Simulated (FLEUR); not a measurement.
# Energy of C along an even scaling of the cell

System: C (2 atoms in the cell).
Method: Kohn-Sham DFT of a periodic cell, PBE, all-electron, no spin polarisation (FLEUR MaX-R8.1 (later development tree)).

The 7 runs differ only in the geometry, by an even scaling of the cell at fixed fractional positions. The structure derives from an entry of the Crystallography Open Database.

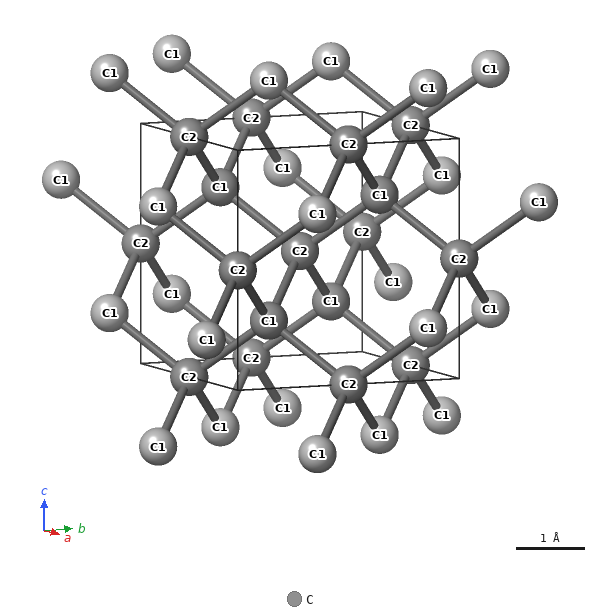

Figure 1. The structure of run 4 (ball-and-stick view of the cell 4 times as large as that of the calculation, set on its symmetry axes, seen slightly off an axis; neighbours outside the cell are drawn fainter; atoms are numbered from 1 in the order of the input).

**Input of run 4**
```
<?xml version="1.0" encoding="UTF-8" standalone="no"?>
<fleurInput fleurInputVersion="0.39">
   <comment>
      C                                                                                                   
   </comment>
   <calculationSetup>
      <cutoffs Kmax="5.5" Gmax="17.0" GmaxXC="17.0" numbands="0"/>
      <scfLoop itmax="60" minDistance="0.00001" maxIterBroyd="15" imix="Anderson" alpha="0.05" precondParam="0.0" spinf="2.0" sdNocoIR="T"/>
      <coreElectrons ctail="T" frcor="F" kcrel="0" coretail_lmax="0"/>
      <xcFunctional name="pbe" relativisticCorrections="F"/>
      <magnetism jspins="1"/>
      <soc l_soc="F" theta="0.0" phi="0.0" spav="F"/>
      <expertModes spex="0" secvar="F"/>
      <geometryOptimization l_f="T" forcealpha="1.0" forcemix="BFGS" epsdisp="0.0005" epsforce="0.0002"/>
      <ldaU l_linMix="F" mixParam="0.05" spinf="1.0"/>
   </calculationSetup>
   <cell>
      <bzIntegration valenceElectrons="8.0" mode="hist" fermiSmearingEnergy="0.00183747">
         <kPointListSelection listName="default-1"/>
         <!-- k-points included here -->
         <xi:include xmlns:xi="http://www.w3.org/2001/XInclude" href="kpts.xml"> </xi:include>
      </bzIntegration>
      <!-- symmetry operations included here -->
      <xi:include xmlns:xi="http://www.w3.org/2001/XInclude" href="sym.xml"> </xi:include>
      <bulkLattice scale="1.0">
         <bravaisMatrix>
            <row-1>    0.0000000000000000     3.3700808788279017     3.3700808788279017</row-1>
            <row-2>    3.3700808788279017     0.0000000000000000     3.3700808788279017</row-2>
            <row-3>    3.3700808788279017     3.3700808788279017     0.0000000000000000</row-3>
         </bravaisMatrix>
      </bulkLattice>
   </cell>
   <atomSpecies>
      <species name="Carbon (C)" element="C" atomicNumber="6">
         <mtSphere radius="1.31" gridPoints="447" logIncrement="0.023"/>
         <atomicCutoffs lmax="8" lnonsphr="6"/>
         <electronConfig flipSpins="F">
            <coreConfig>(1s1/2)</coreConfig>
            <valenceConfig>(2s1/2) (2p1/2) (2p3/2)</valenceConfig>
            <stateOccupation state="(2p1/2)" spinUp="0.333333" spinDown="0.333333"/>
            <stateOccupation state="(2p3/2)" spinUp="0.666667" spinDown="0.666667"/>
         </electronConfig>
         <energyParameters s="2" p="2" d="3" f="4"/>
         <lo type="SCLO" l="0" n="2" eDeriv="2"/>
         <lo type="SCLO" l="1" n="2" eDeriv="2"/>
         <lo type="SCLO" l="2" n="3" eDeriv="2"/>
      </species>
   </atomSpecies>
   <atomGroups>
      <atomGroup species="Carbon (C)">
         <relPos label="                   1">-3.000/8.000 -3.000/8.000 -3.000/8.000</relPos>
         <relPos label="                   2">3.000/8.000 3.000/8.000 3.000/8.000</relPos>
         <force calculate="T" relaxXYZ="TTT"/>
      </atomGroup>
   </atomGroups>
   <output dos="F" band="F" slice="F">
      <checks vchk="F" cdinf="F"/>
      <bandDOS minEnergy="-.5*Htr" maxEnergy="0.5*Htr" sigma="0.015" storeEVData="T"/>
      <vacuumDOS vacdos="F" integ="F" star="F" nstars="0" locx1="0.0" locy1="0.0" locx2="0.0" locy2="0.0" nstm="0" tworkf="0.0"/>
      <unfoldingBand unfoldBand="F" supercellX="1" supercellY="1" supercellZ="1"/>
      <plotting iplot="0" polar="F">
         <plot TwoD="T" vec1="  1.0  0.0  0.0" vec2="  0.0  1.0  0.0" vec3="  0.0  0.0  1.0" zero="  0.0  0.0  0.0" file="plot"/>
      </plotting>
      <chargeDensitySlicing numkpt="0" minEigenval="0.0" maxEigenval="0.0" nnne="0" pallst="F"/>
      <specialOutput eonly="F"/>
      <moessbauerParams electricFieldGradient="T" isomerShift="T" coreHyperfine="T" valenceHyperfine="T"/>
      <magneticCircularDichroism mcd="F" energyLo="-10.0" energyUp="0.0"/>
   </output>
  <!-- We include the file relax.xml here to enable relaxations (see documentation) -->
  <xi:include xmlns:xi="http://www.w3.org/2001/XInclude" href="relax.xml"> <xi:fallback/> </xi:include>
</fleurInput>
```

Command:
```bash
inpgen -f crystal.txt -profile fastHighL; fleur_MPI
```

Run 3 has the same physical settings and fractional positions; its lattice vectors (Å) are:
```
   0.000000    1.771401    1.771401
   1.771401    0.000000    1.771401
   1.771401    1.771401    0.000000
```

**Results, with one run withheld**

```tsv
run	volume per atom (Å³)	free energy per atom, from the lowest run given (meV)	gap on the mesh (eV)
1	5.332	34.79	4.28
2	5.445	15.88	4.24
3	5.558	?	?
4	5.672	0.00	4.15
5	5.785	1.72	4.10
6	5.899	9.09	4.06
7	6.012	21.70	4.03
```

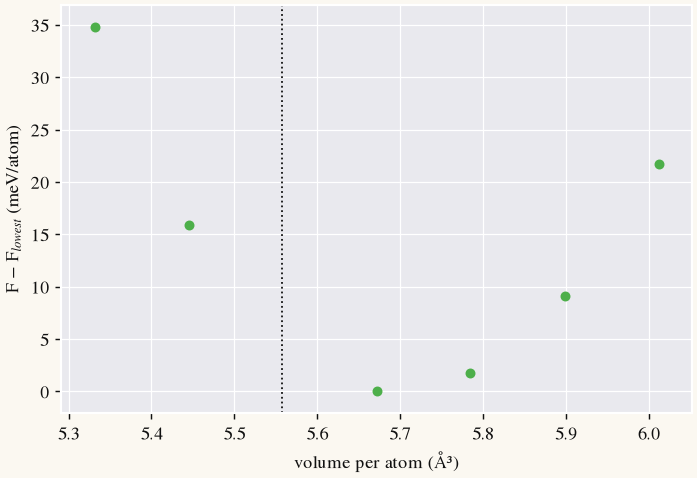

Figure 2. Free energy per atom of the runs given; the dotted line marks run 3.

What should run 3 give?

A cubic polynomial in V^(−2/3) (the Birch–Murnaghan form), fitted to the 6 runs given, misses them by at most 0.05 meV per atom. With x = V^(−2/3) − 0.31404 Å⁻², it reads F = −0.11136 + 174.69 x + 1.7652e+05 x² − 67716 x³ (meV per atom). At run 3 it gives 4.54 meV per atom, and the run itself gives 4.49. The fit has its minimum at 5.696 Å³ per atom, where V d²F/dV² gives 434 GPa: the bulk modulus at this level, since symmetry fixes the shape and the positions. The gap on the mesh goes, without turning, from 4.28 eV in run 1 to 4.03 eV in run 7; run 3 has 4.19 eV. These are gaps of this functional on this mesh, which can miss the band edges; they aren't the measured gap.

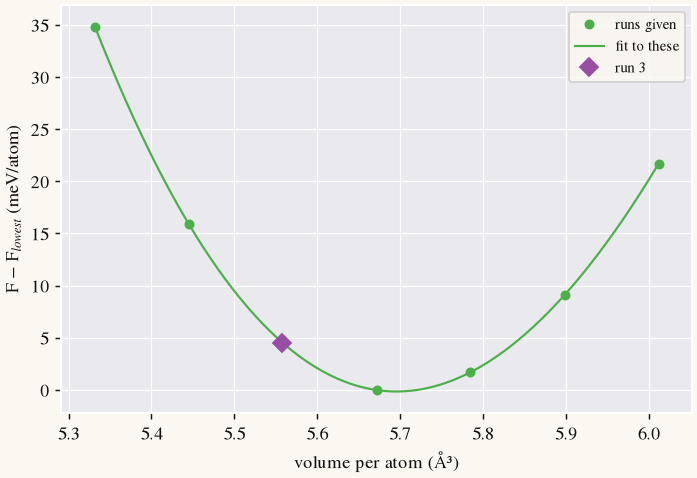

Figure 3. The fit and the withheld run.

**Output (run 3)**
```
Welcome to FLEUR        (www.flapw.de)
      MaX-Release 8.1          (www.max-centre.eu)

 ========== k-point set info ==========
 Selected k-point list: default-1
 k-point list type: mesh
 13 x 13 x 13
 Number of k points: 84

 ------------Calculation Setup---------------------------
 Number of MPI-tasks      :            1
 Number of PE/node        :            1
 Number of OMP-threads    :            1
 Most efficient MPI parallelization for:
           1           2           3           4           6           7          12          14          21          28          42          84
 Additional eigenvalue parallelization possible
 Number of basis functions:          248
 Approximate size of matrices (H+S) per k-point:         0.001 GB
 --------------------------------------------------------

 Iteration:     1   Distance:      26.28139975 me/bohr^3

 Iteration:     2   Distance:      24.76027263 me/bohr^3

 Iteration:     3   Distance:       3.74945175 me/bohr^3

 Iteration:     4   Distance:       2.02876842 me/bohr^3

 Iteration:     5   Distance:       0.26279428 me/bohr^3

 Iteration:     6   Distance:       0.18444104 me/bohr^3

 Iteration:     7   Distance:       0.03127198 me/bohr^3

 Iteration:     8   Distance:       0.00490177 me/bohr^3

 Iteration:     9   Distance:       0.00156927 me/bohr^3

 Iteration:    10   Distance:       0.00006543 me/bohr^3

 Iteration:    11   Distance:       0.00011009 me/bohr^3

 Iteration:    12   Distance:       0.00000036 me/bohr^3

 ********************************************************************
 Run finished successfully
 Stop message:
   all done
 ********************************************************************
```
